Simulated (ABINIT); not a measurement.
**Run report: P, geometry relaxation (part 1 of 4)**

P (R-3m, 2 atoms in the cell), computed with Kohn-Sham DFT of a periodic cell, PBEsol, PseudoDojo NC SR PBEsol v0.4.1 standard, no spin polarisation (ABINIT 10.8.3).

The structure derives from a Materials Project entry.

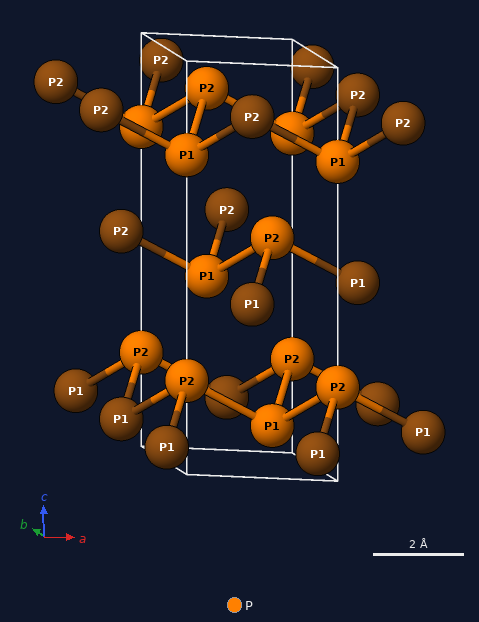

Figure 1. The input geometry (ball-and-stick view of the cell 3 times as large as that of the calculation, set on its symmetry axes, seen slightly off an axis; neighbours outside the cell are drawn fainter; atoms are numbered from 1 in the order of the input). An atom can appear more than once, as a periodic image.

### Key numbers

- outcome: converged
- space group (tolerance 0.01 Å): R-3m (166)
- electrons treated: 10
- free energy: −376.7529 eV
- Fermi energy: 8.940 eV
- gap on the k-point mesh: none (metallic)
- pressure: 0.00 GPa
- final volume: 30.46 Å³
- largest force (length of the vector) at the end: under 0.001 eV/Å
- final cell: a = 3.576 Å, b = 3.576 Å, c = 3.576 Å, α = 57.50°, β = 57.50°, γ = 57.50°
- hardware: 1 thread of Arm Neoverse V1, 112 GiB of memory available, shared host
- wall time: 2.2 min
- peak memory: 0.07 GiB

### Input file
```
# Pseudopotentials
pp_dirpath "./"
pseudos "P.upf"

# Structure
acell 7.0112999295 7.0112999295 7.0112999294
rprim
     0.4651274351     0.2685414499     0.8435294653
    -0.4651274351     0.2685414499     0.8435294653
     0.0000000000    -0.5370828997     0.8435294653
ntypat 1
znucl 15
natom 2
typat 1 1
chkprim 0
chksymtnons 0
tolsym 1.0e-6
xred
   0.7729197500   0.7729197500   0.7729197500
   0.2270802500   0.2270802500   0.2270802500

# Plane-wave basis
ecut 22.0
ecutsm 0.5

# k points
kptopt 1
ngkpt 7 7 7
nshiftk 1
shiftk 0.0 0.0 0.0

# Exchange and correlation
ixc -116133

# Bands and occupations
nband 9
occopt 3
tsmear 0.00183747

# SCF cycle
nstep 80
tolvrs 1.0e-12

# Output
iomode 3
prteig 0
prtebands 0
prtwf 0
prtden 0

# Relaxation
ionmov 2
optcell 2
ntime 50
tolmxf 2.0e-5
dilatmx 1.08
```

Launched with:
```bash
abinit run.abi > log 2>&1
```

### The program's output
```
.Version 10.8.3 of ABINIT
 Symmetries : space group R-3 m (#166); Bravais hR (rhombohedral)
================================================================================
 Values of the parameters that define the memory need of the present run
     intxc =       0    ionmov =       2      iscf =       7    lmnmax =       6
     lnmax =       6     mgfft =      32  mpssoang =       3    mqgrid =    3001
     natom =       2  nloc_mem =       1    nspden =       1   nspinor =       1
    nsppol =       1      nsym =      12    n1xccc =    2501    ntypat =       1
    occopt =       3   xclevel =       2
       mpw =        1388          nfft =       32768          nkpt =          44
================================================================================
================================================================================

--------------------------------------------------------------------------------
------------- Echo of variables that govern the present computation ------------
--------------------------------------------------------------------------------
 -outvars: echo values of preprocessed input variables --------
            acell      7.0112999295E+00  7.0112999295E+00  7.0112999294E+00 Bohr
              amu      3.09737620E+01
          chkprim           0
      chksymtnons           0
          dilatmx      1.08000000E+00
             ecut      2.20000000E+01 Hartree
           ecutsm      5.00000000E-01 Hartree
           ionmov           2
              ixc     -116133
         kptrlatt        7    0    0      0    7    0      0    0    7
          kptrlen      4.56560713E+01
            natom           2
            nband           9
            ngfft          32      32      32
             nkpt          44
            nstep          80
             nsym          12
            ntime          50
           ntypat           1
           occopt           3
          optcell           2
           prtden           0
        prtebands           0
           prteig           0
            prtwf           0
            rprim      4.6512743510E-01  2.6854144990E-01  8.4352946530E-01
                      -4.6512743510E-01  2.6854144990E-01  8.4352946530E-01
                       0.0000000000E+00 -5.3708289970E-01  8.4352946530E-01
          spgroup         166
           tolmxf      2.00000000E-05
           tolsym      1.00000000E-06
           tolvrs      1.00000000E-12
           tsmear      1.83747000E-03 Hartree
            typat      1  1
           xangst      2.5517313434E-16  3.0873761833E-10  7.2569744726E+00
                      -2.2042043937E-17  9.0705692091E-11  2.1320655572E+00
            xcart      4.8220733860E-16  5.8342954342E-10  1.3713694256E+01
                      -4.1653426296E-17  1.7140891611E-10  4.0290199857E+00
             xred      7.7291975000E-01  7.7291975000E-01  7.7291975000E-01
                       2.2708025000E-01  2.2708025000E-01  2.2708025000E-01
            znucl       15.00000

================================================================================

 chkinp: Checking input parameters for consistency.

================================================================================
== DATASET  1 ==================================================================

--- !DatasetInfo
iteration_state: {dtset: 1, }
dimensions: {natom: 2, nkpt: 44, mband: 9, nsppol: 1, nspinor: 1, nspden: 1, mpw: 1388, }
cutoff_energies: {ecut:  22.0, pawecutdg:  -1.0, }
electrons: {nelect:   1.00000000E+01, charge:   0.00000000E+00, occopt:   3.00000000E+00, tsmear:   1.83747000E-03, }
meta: {optdriver: 0, ionmov: 2, optcell: 2, iscf: 7, paral_kgb: 0, }
...

 Real(R)+Recip(G) space primitive vectors, cartesian coordinates (Bohr,Bohr^-1):
 R(1)=  3.2611480  1.8828246  5.9142381  G(1)=  0.1533202  0.0885195  0.0563612
 R(2)= -3.2611480  1.8828246  5.9142381  G(2)= -0.1533202  0.0885195  0.0563612
 R(3)=  0.0000000 -3.7656493  5.9142381  G(3)=  0.0000000 -0.1770390  0.0563612
 Unit cell volume ucvol=  2.1788655E+02 bohr^3
 Angles (23,13,12)=  5.54369395E+01  5.54369395E+01  5.54369395E+01 degrees

 getcut: wavevector=  0.0000  0.0000  0.0000  ngfft=  32  32  32
         ecut(hartree)=     25.661   => boxcut(ratio)=   2.00153

--- Pseudopotential description ------------------------------------------------
- pspini: atom type   1  psp file is ./P.upf
  15.00000   5.00000  180301                  znucl, zion, pspdat
12 -116133 2 -1 1298                          pspcod,pspxc,lmax,lloc,mmax
     nproj     2     2     2

   1.46244183E+02                                ecore*ucvol(ha*bohr**3)
--------------------------------------------------------------------------------

================================================================================

=== [ionmov= 2] Broyden-Fletcher-Goldfarb-Shanno method (forces)
================================================================================

--- Iteration: ( 1/50) Internal Cycle: (1/1)
--------------------------------------------------------------------------------

---SELF-CONSISTENT-FIELD CONVERGENCE--------------------------------------------

--- !BeginCycle
iteration_state: {dtset: 1, itime: 1, icycle: 1, }
solver: {iscf: 7, nstep: 80, nline: 4, wfoptalg: 0, }
tolerances: {tolvrs: 1.00E-12, }
...

     iter   Etot(hartree)      deltaE(h)  residm     vres2
 ETOT  1  -13.838221824729    -1.384E+01 3.259E-02 1.165E+00
 ETOT  2  -13.844452421554    -6.231E-03 2.560E-03 1.331E-02
 ETOT  3  -13.844454419578    -1.998E-06 3.893E-04 1.661E-04
 ETOT  4  -13.844454445638    -2.606E-08 8.727E-04 8.994E-06
 ETOT  5  -13.844454447013    -1.375E-09 2.507E-04 4.381E-07
 ETOT  6  -13.844454447064    -5.056E-11 4.527E-04 3.151E-09
 ETOT  7  -13.844454447064    -2.949E-13 9.684E-05 4.052E-11
 ETOT  8  -13.844454447064    -1.457E-13 1.493E-04 4.941E-13

 At SCF step    8       vres2   =  4.94E-13 < tolvrs=  1.00E-12 =>converged.

 Cartesian components of stress tensor (hartree/bohr^3)
  sigma(1 1)=  4.43055297E-05  sigma(3 2)= -1.80612544E-13
  sigma(2 2)=  4.43055297E-05  sigma(3 1)=  0.00000000E+00
  sigma(3 3)=  1.11860816E-04  sigma(2 1)=  0.00000000E+00

--- !ResultsGS
iteration_state: {dtset: 1, itime: 1, icycle: 1, }
comment   : Summary of ground state results
lattice_vectors:
- [  3.2611480,   1.8828246,   5.9142381, ]
- [ -3.2611480,   1.8828246,   5.9142381, ]
- [  0.0000000,  -3.7656493,   5.9142381, ]
lattice_lengths: [   7.01130,    7.01130,    7.01130, ]
lattice_angles: [ 55.437,  55.437,  55.437, ] # degrees, (23, 13, 12)
lattice_volume:   2.1788655E+02
convergence: {deltae: -1.457E-13, res2:  4.941E-13, residm:  1.493E-04, diffor: null, }
etotal    :  -1.38444544E+01
entropy   :   0.00000000E+00
fermie    :   3.04068505E-01
cartesian_stress_tensor: # hartree/bohr^3
- [  4.43055297E-05,   0.00000000E+00,   0.00000000E+00, ]
- [  0.00000000E+00,   4.43055297E-05,  -1.80612544E-13, ]
- [  0.00000000E+00,  -1.80612544E-13,   1.11860816E-04, ]
pressure_GPa:  -1.9660E+00
xred      :
- [  7.7292E-01,   7.7292E-01,   7.7292E-01,  P]
- [  2.2708E-01,   2.2708E-01,   2.2708E-01,  P]
cartesian_forces: # hartree/bohr
- [ -1.82180634E-19,   6.76839837E-14,  -4.53229374E-03, ]
- [  1.82180634E-19,  -6.76839837E-14,   4.53229374E-03, ]
force_length_stats: {min:   4.53229374E-03, max:   4.53229374E-03, mean:   4.53229374E-03, }
...

 Integrated electronic density in atomic spheres:
 ------------------------------------------------
 Atom  Sphere_radius  Integrated_density
    1        2.00000          2.72259009
    2        2.00000          2.72259009

---OUTPUT-----------------------------------------------------------------------

 Cartesian coordinates (xcart) [bohr]
  4.82207338596673E-16  5.83429543416069E-10  1.37136942560029E+01
 -4.16534262964109E-17  1.71408916112296E-10  4.02901998567990E+00
 Reduced coordinates (xred)
  7.72919750000000E-01  7.72919750000000E-01  7.72919750000000E-01
  2.27080250000000E-01  2.27080250000000E-01  2.27080250000000E-01
 Cartesian forces (fcart) [Ha/bohr]; max,rms= 4.53229E-03 2.61672E-03 (free atoms)
 -1.82180633520032E-19  6.76839837299130E-14 -4.53229373973982E-03
  1.82180633520032E-19 -6.76839837299130E-14  4.53229373973982E-03
 Gradient of E wrt nuclear positions in reduced coordinates (gred)
  2.68050642278572E-02  2.68050642278572E-02  2.68050642278572E-02
 -2.68050642278572E-02 -2.68050642278572E-02 -2.68050642278572E-02
 Scale of Primitive Cell (acell) [bohr]
  7.01129992950000E+00  7.01129992950000E+00  7.01129992940000E+00
 Real space primitive translations (rprimd) [bohr]
  3.26114795292515E+00  1.88282464875170E+00  5.91423808058906E+00
 -3.26114795292515E+00  1.88282464875170E+00  5.91423808058906E+00
  0.00000000000000E+00 -3.76564929674856E+00  5.91423808050471E+00
 Unitary Cell Volume (ucvol) [Bohr^3]=  2.17886554474520E+02
 Angles (23,13,12)= [degrees]
  5.54369394823087E+01  5.54369394823087E+01  5.54369394808957E+01
 Lengths [Bohr]
  7.01129992959256E+00  7.01129992959256E+00  7.01129992932801E+00
 Stress tensor in cartesian coordinates (strten) [Ha/bohr^3]
  4.43055296971773E-05  0.00000000000000E+00  0.00000000000000E+00
  0.00000000000000E+00  4.43055296588226E-05 -1.80612544460278E-13
  0.00000000000000E+00 -1.80612544460278E-13  1.11860816347589E-04
 Total energy (etotal) [Ha]= -1.38444544470641E+01

--- Iteration: ( 2/50) Internal Cycle: (1/1)
--------------------------------------------------------------------------------

---SELF-CONSISTENT-FIELD CONVERGENCE--------------------------------------------

--- !BeginCycle
iteration_state: {dtset: 1, itime: 2, icycle: 1, }
solver: {iscf: 7, nstep: 80, nline: 4, wfoptalg: 0, }
tolerances: {tolvrs: 1.00E-12, }
...

     iter   Etot(hartree)      deltaE(h)  residm     vres2
 ETOT  1  -13.844594612125    -1.384E+01 2.152E-01 1.104E-02
 ETOT  2  -13.844596314956    -1.703E-06 1.250E-03 3.525E-04
 ETOT  3  -13.844596356205    -4.125E-08 4.549E-05 7.910E-06
 ETOT  4  -13.844596356898    -6.936E-10 1.051E-04 5.708E-08
 ETOT  5  -13.844596356903    -4.984E-12 9.601E-07 1.197E-09
 ETOT  6  -13.844596356903    -7.283E-14 2.982E-06 6.041E-11
 ETOT  7  -13.844596356903     8.882E-15 3.907E-07 9.952E-13

 At SCF step    7       vres2   =  9.95E-13 < tolvrs=  1.00E-12 =>converged.

 Cartesian components of stress tensor (hartree/bohr^3)
  sigma(1 1)=  3.39707469E-05  sigma(3 2)= -1.82161844E-13
  sigma(2 2)=  3.39707468E-05  sigma(3 1)=  0.00000000E+00
  sigma(3 3)=  1.01493641E-04  sigma(2 1)=  0.00000000E+00

--- !ResultsGS
iteration_state: {dtset: 1, itime: 2, icycle: 1, }
comment   : Summary of ground state results
lattice_vectors:
- [  3.2568133,   1.8803221,   5.8943909, ]
- [ -3.2568133,   1.8803221,   5.8943909, ]
- [  0.0000000,  -3.7606441,   5.8943909, ]
lattice_lengths: [   6.99187,    6.99187,    6.99187, ]
lattice_angles: [ 55.524,  55.524,  55.524, ] # degrees, (23, 13, 12)
lattice_volume:   2.1657848E+02
convergence: {deltae:  8.882E-15, res2:  9.952E-13, residm:  3.907E-07, diffor: null, }
etotal    :  -1.38445964E+01
entropy   :   0.00000000E+00
fermie    :   3.06611151E-01
cartesian_stress_tensor: # hartree/bohr^3
- [  3.39707469E-05,   0.00000000E+00,   0.00000000E+00, ]
- [  0.00000000E+00,   3.39707468E-05,  -1.82161844E-13, ]
- [  0.00000000E+00,  -1.82161844E-13,   1.01493641E-04, ]
pressure_GPa:  -1.6617E+00
xred      :
- [  7.7266E-01,   7.7266E-01,   7.7266E-01,  P]
- [  2.2734E-01,   2.2734E-01,   2.2734E-01,  P]
cartesian_forces: # hartree/bohr
- [ -1.02969988E-18,   6.86592886E-14,  -4.59771600E-03, ]
- [  1.02969988E-18,  -6.86592886E-14,   4.59771600E-03, ]
force_length_stats: {min:   4.59771600E-03, max:   4.59771600E-03, mean:   4.59771600E-03, }
...

 Integrated electronic density in atomic spheres:
 ------------------------------------------------
 Atom  Sphere_radius  Integrated_density
    1        2.00000          2.71930664
    2        2.00000          2.71930664

---OUTPUT-----------------------------------------------------------------------

 Cartesian coordinates (xcart) [bohr]
  1.43068416327344E-16  5.81278586049212E-10  1.36631564208070E+01
 -2.90203802887988E-17  1.71025594927132E-10  4.02001638589694E+00
 Reduced coordinates (xred)
  7.72664304656182E-01  7.72664304656182E-01  7.72664304656182E-01
  2.27335695343819E-01  2.27335695343819E-01  2.27335695343819E-01
 Cartesian forces (fcart) [Ha/bohr]; max,rms= 4.59772E-03 2.65449E-03 (free atoms)
 -1.02969987540084E-18  6.86592886250634E-14 -4.59771600139463E-03
  1.02969987540084E-18 -6.86592886250634E-14  4.59771600139463E-03
 Gradient of E wrt nuclear positions in reduced coordinates (gred)
  2.71007355229364E-02  2.71007355229364E-02  2.71007355229364E-02
 -2.71007355229364E-02 -2.71007355229364E-02 -2.71007355229364E-02
 Scale of Primitive Cell (acell) [bohr]
  6.99187304896415E+00  6.99187304896415E+00  6.99187304870012E+00
 Real space primitive translations (rprimd) [bohr]
  3.25681334630276E+00  1.88032206245058E+00  5.89439093559606E+00
 -3.25681334630277E+00  1.88032206245058E+00  5.89439093559606E+00
  0.00000000000000E+00 -3.76064412414885E+00  5.89439093551182E+00
 Unitary Cell Volume (ucvol) [Bohr^3]=  2.16578478074056E+02
 Angles (23,13,12)= [degrees]
  5.55239971963078E+01  5.55239971963078E+01  5.55239971948912E+01
 Lengths [Bohr]
  6.99187304896414E+00  6.99187304896415E+00  6.99187304870012E+00
 Stress tensor in cartesian coordinates (strten) [Ha/bohr^3]
  3.39707468546722E-05  0.00000000000000E+00  0.00000000000000E+00
  0.00000000000000E+00  3.39707468159835E-05 -1.82161843748274E-13
  0.00000000000000E+00 -1.82161843748274E-13  1.01493641051053E-04
 Total energy (etotal) [Ha]= -1.38445963569032E+01
```
